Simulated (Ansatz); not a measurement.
Al$_{2}$O$_{3}$

Input

```
crystal:
  lattice:
    - [4.2897651473, 0.0, 0.0]
    - [-2.1448825737, 3.7150455938, 0.0]
    - [0.0, 0.0, 6.788713069]
  atoms:
    - { symbol: Al, position: [0.3333333333, 0.6666666667, 0.0] }
    - { symbol: Al, position: [0.6666666667, 0.3333333333, 0.0] }
    - { symbol: O, position: [0.0, 0.0, 0.4076773911], spin: 0.54 }
    - { symbol: O, position: [0.0, 0.0, 0.5923226089], spin: 0.54 }
    - { symbol: O, position: [0.0, 0.0, 0.0] }
basis:
  ecutwfc: 420
kpoints:
  mp_grid: { grid: [12, 12, 6] }
hamiltonian:
  xc: pbe
scf:
  occupations: { method: gaussian, width: 0.1 }
output:
  forces: true
  stress: true
  eigenvalues: true
  populations: true
  write_density: true
  write_potential: true
  elf: true
  volumetric_format: npy
magnetization:
  spin_polarized: true
relax:
  adjacent_minimum: "off"
  f_tol: 0.01
  max_steps: 80
  cell: { stress_tol: 0.05 }
```

Command:

```sh
ansatz run input.yaml --threads 1 --pin off --max-ram 2048MiB --backend cpu --events-out ev --progress --plain --runs-dir out
```

Below, planes, directions and counts refer to the conventional cell (a = 4.36 Å, b = 4.36 Å, c = 7.52 Å, α = 90.00°, β = 90.00°, γ = 120.00°).

The fields are those of the run's last geometry, not of the input's.

Space group P6/mmm; a structure generated by program, which may or may not match a known phase; spin-polarised.

Level of theory: DFT PBE, scalar-relativistic, plane waves, PAW in Ansatz 0.2.0.

Core electrons are frozen (PAW), and the valence fields are smoothed inside the atomic spheres.

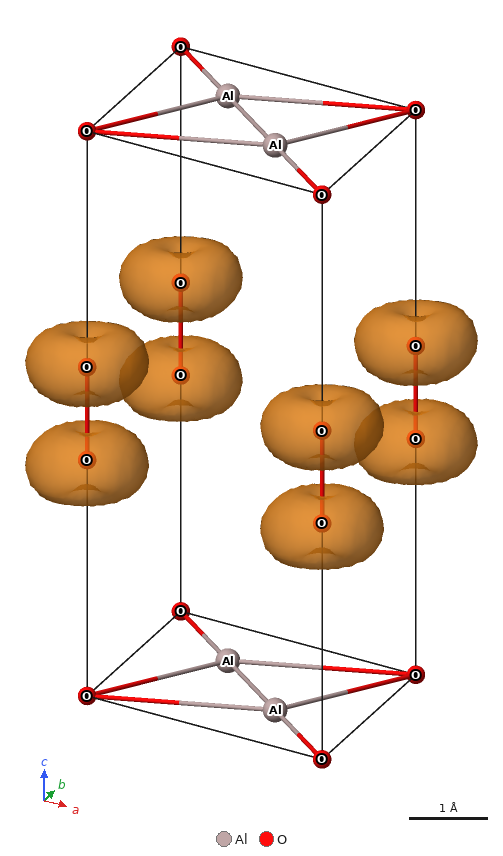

Figure 1. Isosurfaces of the spin density at +0.15 (orange) and −0.15 e/Å³ (purple), seen slightly off an axis. Sticks mark near contacts.

Question: Describe the spin distribution.

Answer: The spin density sits on O: +0.5 μB (×2) in one cell of 5 atoms: parallel moments (a ferromagnetic arrangement) in this solution. The cell of the calculation (5 atoms) carries 1.8 μB of net spin moment. Only one sign reaches the isovalue.

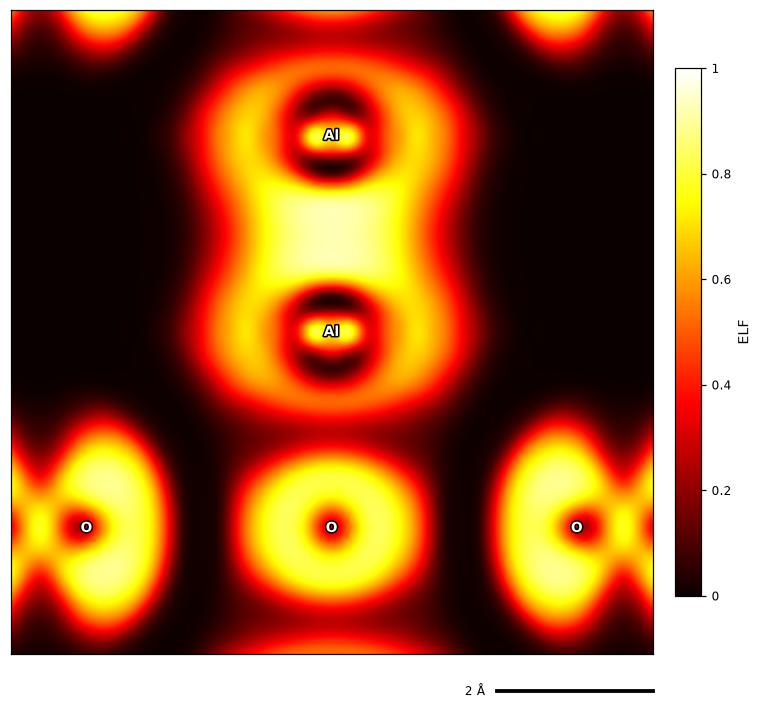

Figure 2. ELF on the (110) plane of the conventional cell.

Question: What does the map show?

Answer:
- Atoms in the plane: Al and O.
- Al–O (2.52 Å): the ELF is about 0.25 at the midpoint; no shared electron pair shows on this line.
- Al–Al (2.52 Å): the ELF peaks at about 0.95 between the atoms.
- The ELF also peaks beside O, away from the bonds: non-bonding electrons, paired or unpaired.

Question: Does the calculation give a band gap?

Answer: It is gapless in this calculation (a metal or semimetal).
